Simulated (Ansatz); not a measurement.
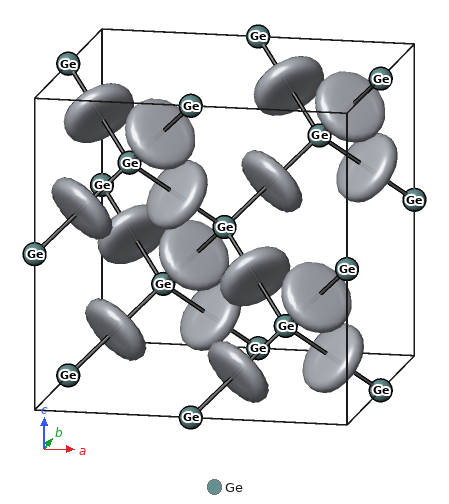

Figure. Ge. Isosurface of the electron localisation function at 0.65 (grey), seen slightly off an axis. Only the valence region is drawn (cores and ρ < 0.01 e/Å³ removed). Sticks mark near contacts.

Space group Fd-3m.

Method: DFT PBE, scalar-relativistic, plane waves, PAW (Ansatz).

Core electrons are frozen (PAW), and the valence fields are smoothed inside the atomic spheres.

Input file:

```
crystal:
  lattice:
    - [0.0, 2.8805364532, 2.8805364532]
    - [2.8805364532, 0.0, 2.8805364532]
    - [2.8805364532, 2.8805364532, 0.0]
  atoms:
    - { symbol: Ge, position: [0.0, 0.0, 0.0] }
    - { symbol: Ge, position: [0.25, 0.25, 0.25] }
basis:
  ecutwfc: 420
kpoints:
  mp_grid: { grid: [14, 14, 14] }
  band_path:
    path:
      - [[0.0, 0.0, 0.0], [0.5, 0.0, 0.5], [0.625, 0.25, 0.625]]
      - [[0.375, 0.375, 0.75], [0.0, 0.0, 0.0], [0.5, 0.5, 0.5], [0.5, 0.25, 0.75], [0.5, 0.0, 0.5]]
    npoints: 14
hamiltonian:
  xc: pbe
scf:
  occupations: { method: gaussian, width: 0.1 }
  n_extra_bands: 6
output:
  forces: true
  stress: true
  eigenvalues: true
  populations: true
  dos: { projected: true, de: 0.02, nscf_kmesh: { grid: [21, 21, 21] } }
  bader: true
  write_density: true
  write_potential: true
  elf: true
  volumetric_format: npy
```

Launched as:

```sh
ansatz run input.yaml --threads 1 --pin off --max-ram 2560MiB --backend cpu --events-out ev --progress --plain --runs-dir out
```

Below, planes, directions and counts refer to the conventional cell (a = 5.76 Å, b = 5.76 Å, c = 5.76 Å, α = 90.00°, β = 90.00°, γ = 90.00°).

### Describe the localisation domains.

The ELF exceeds this value in 16 regions between bonded Ge–Ge atoms, counted in one cell of 8 atoms. Any copies at cell faces, edges or corners count once. Profiles from the grid: Ge–Ge (2.49 Å): the ELF peaks at about 0.75 between the atoms.

### Does the calculation make it a metal, or give it a gap?

It is metallic or semimetallic at this level of theory: no gap opens.
